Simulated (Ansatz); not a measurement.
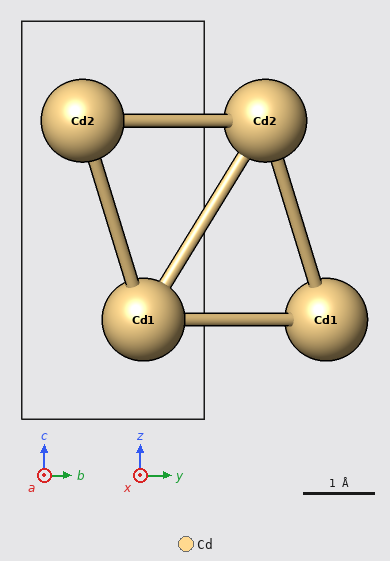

Crystalline Cd (P6_3/mmc): the cell is strained equally along x and y and separately along z, with the atoms kept at their fractional coordinates. x, y and z are the Cartesian axes of the input. The picture shows the reference cell. Style: ball-and-stick. Shown: the cell of the calculation, repeated 2 × 2 × 1 with one cell outlined, along the a axis.

Level of theory: DFT PBE, scalar-relativistic, plane waves, PAW in Ansatz 0.2.0. Set-up: plane-wave cutoff 420 eV; k-point mesh 18 × 18 × 8; occupations gaussian; smearing width 0.15 eV; no spin polarisation. Energies (free energies at the smearing named) are counted from the cell as listed in its source, which wasn't relaxed.

```xyz
2
Lattice="2.9789 0.0000 0.0000 -1.4894 2.5798 0.0000 0.0000 0.0000 5.6177" Properties=species:S:1:pos:R:3 pbc="T T T"
Cd    0.0000    1.7199    1.4044
Cd    1.4894    0.8599    4.2132
```

What energies does the calculation give on a grid with rows −0.050, −0.025, 0.000, 0.025, 0.050 and columns −0.050, −0.025, 0.000, 0.025, 0.050 (strain along x and y; strain along z)?

Rows: strain along x and y; columns: strain along z; values in meV/atom.

```
        −0.050  −0.025  0.000  0.025  0.050
−0.050   173.6   138.2  112.9   95.7   84.3
−0.025    80.4    54.7   35.8   24.1   18.2
 0.000    27.6    10.8    0.0   −6.5   −8.4
 0.025     3.8    −5.7   −9.7   −9.6   −6.6
 0.050    −0.6    −2.5   −1.1    3.9   11.6
```

In pairs of (strain along x and y; strain along z): the lowest computed point lies at (0.025, 0.000) (−9.7 meV/atom), the highest at (−0.050, −0.050) (173.6 meV/atom). The valley is tilted: raising the in-plane strain is made harder by raising the strain along z (cross term 0.63 of the geometric mean of the two curvatures). Over the ranges scanned the energy rises more along the first axis, the in-plane strain. The pressure runs from −2.9 GPa at (0.050, 0.050) to 17.4 GPa at (−0.050, −0.050).
